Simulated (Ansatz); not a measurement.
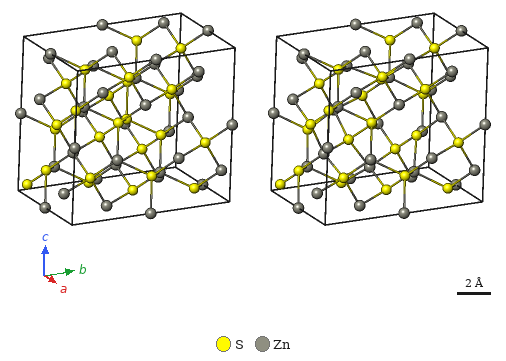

Two geometries of a defect cell of composition Zn23S25, drawn at one scale. One is the start of a relaxation, the other its converged end. A ball-and-stick model of the cell of the calculation (origin shifted), seen slightly off an axis.

The calculation used DFT PBE, scalar-relativistic, plane waves, PAW in Ansatz 0.2.0. Set-up: plane-wave cutoff 420 eV; k-point mesh 2 × 2 × 2; occupations gaussian; smearing width 0.01 eV; mesh shifted by (0.5, 0.5, 0.5); no spin polarisation; atoms relaxed in a fixed cell; force threshold 0.025 eV/Å; at most 45 steps.

**Which one is relaxed?**

The right one is the relaxed one. Case: S on a Zn site (b), charge +0, atoms relaxed at the host's cell. The energy falls by 1.506 eV per cell of the calculation in 7 accepted moves (8 points after the start). Largest force component: 1.4 eV/Å at the start, 0.021 eV/Å at the end. The line search rejected the trial step at point 5 of the run. An S atom moves most: 0.67 Å along [−1 −1 −1]. By element the largest moves are S 0.67 Å, Zn 0.18 Å. The lattice vectors keep their values. Near-neighbour distances that change, for instance: S–S 2.356 → 2.815 Å, S–S 2.361 → 2.045 Å, S–Zn 2.356 → 2.437 Å, S–Zn 2.356 → 2.303 Å. Among the angles between lasting bonds that change: S–Zn–S 109.6° → 98.4°, S–S–Zn 109.6° → 102.3°, Zn–S–Zn 109.3° → 115.6°. Cost: 2.8 min on 4 threads of Intel(R) Xeon(R) 6975P-C (Granite Rapids), with other jobs on the host, peak memory 2.7 GiB.
